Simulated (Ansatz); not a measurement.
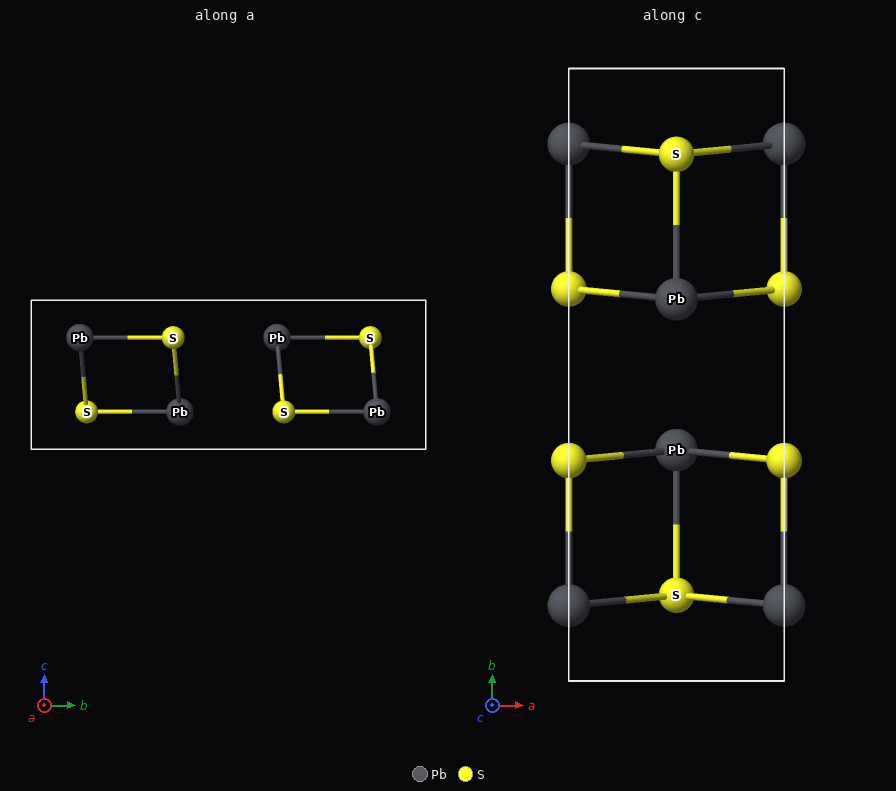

The image is a ball-and-stick drawing of a crystal, viewed along the a axis and along the c axis. The lines enclose the conventional unit cell; boundary atoms appear with their images.

PbS, space group Cmcm (No. 63), a = 3.97 Å, b = 11.30 Å, c = 4.26 Å, α = 90.00°, β = 90.00°, γ = 90.00°.

The calculation used Ansatz, DFT, HSE06, plane waves, PAW, with a 420 eV plane-wave basis, k-points about 0.42 Å⁻¹ apart, no spin polarisation.

What is the electronic character?

A semiconductor at this level, with a gap of 1.34 eV, indirect; the smallest direct gap is 1.54 eV.

Would the cell expand or shrink if it could?

The computed pressure is 4.2 GPa (compressed: it would expand). The stress isn't hydrostatic: its largest component is 5.2 GPa.

The structure comes from a structure listed in the Materials Project. The cell was then strained or its atoms displaced on purpose. Ansatz was used for an electronic-structure calculation on it.

At this level of theory the cell isn't at rest (compressed, at 4 GPa), so its distances can differ from those at equilibrium, the more so the softer the solid.
